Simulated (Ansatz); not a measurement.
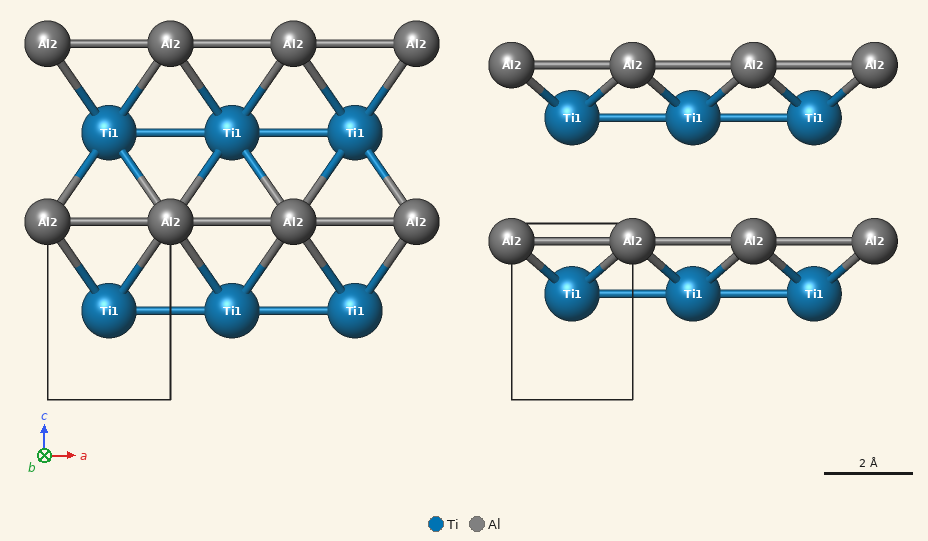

Two geometries of solid TiAl (a generated structure, set up in Pmm2) (coarse preliminary run), drawn at one scale. One is the start of a relaxation, the other its converged end. A ball-and-stick model of the cell of the calculation, repeated 3 × 1 × 2 with one cell outlined, seen along the b axis.

Theory: Ansatz, DFT PBE, scalar-relativistic, plane waves, PAW. Set-up: plane-wave cutoff 420 eV; k-point mesh 6 × 6 × 4; occupations gaussian; smearing width 0.1 eV; no spin polarisation; cell and atoms relaxed; force threshold 0.04 eV/Å; at most 70 steps.

**Which one is relaxed?**

The left one is the relaxed one. The largest moves relative to the cell, 0.41 Å, are those of Ti1 and Al2. Ti1 goes along −c. Largest moves by element: Ti 0.41 Å, Al 0.41 Å. Cell: a 2.776 → 2.821 Å (+1.6 %), b 2.862 → 2.820 Å (−1.5 %), c 4.042 → 4.083 Å (+1.0 %). Volume +1.1 %. Some distances before and after: Ti1–Al2 3.467 → 2.854 Å, Ti1–Al2 (another image) 2.330 → 2.854 Å, Ti1–Ti1 2.776 → 2.821 Å, Al2–Al2 2.776 → 2.821 Å. The space group (tolerance 0.01 Å) goes from Pmm2 (No. 25) to P4/mmm (No. 123). The energy falls by 2.377 eV per cell of the calculation in 4 accepted moves (5 points after the start). Largest force component: 6.2 eV/Å at the start, 0.0022 eV/Å at the end. The pressure goes from 31.33 to 0.09 GPa. The SCF was repeated once at an unchanged geometry on a basis and grid sized afresh for the cell, which shifted the energy by 0.1 meV per cell of the calculation at most.

Limits of the set-up: the k-point mesh is coarse for a cell with partly filled bands.
